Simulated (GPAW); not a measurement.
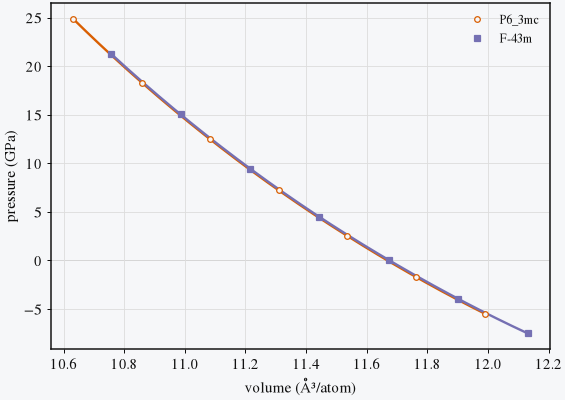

Method: PAW DFT in plane waves, on a grid or in atomic orbitals, no spin polarisation; energies at scaled volumes of the given cell, shape and fractions fixed, counted from the fit's minimum, third-order Birch-Murnaghan fit (GPAW 26.7.0). Level: r2SCAN.

- occupations: Fermi–Dirac
- smearing width: 0.05 eV
- potentials: GPAW PAW data sets (gpaw data 1.2.1)
- wave cutoff: 800 eV

Figure. Pressure against volume, with one curve for each structure, for GaN.

Settings that differ: P6_3mc: k mesh 8×8×4; F-43m: k mesh 10×10×10.

The fitted equilibrium volumes, smallest first, are P6_3mc 11.698, F-43m 11.704 Å³/atom. The fitted bulk moduli, smallest first, are F-43m 212.7, P6_3mc 214.2 GPa. For P6_3mc, the pressure falls from 24.86 GPa at volume 10.63 Å³/atom to −5.47 GPa at 11.99 Å³/atom, and changes sign near 11.67 Å³/atom. For F-43m, the pressure falls from 21.25 GPa at volume 10.76 Å³/atom to −7.50 GPa at 12.13 Å³/atom, and changes sign near 11.68 Å³/atom.

Limits of the calculation: shape and atomic fractions are frozen while scaling, which makes layered, chain and framework solids too stiff.
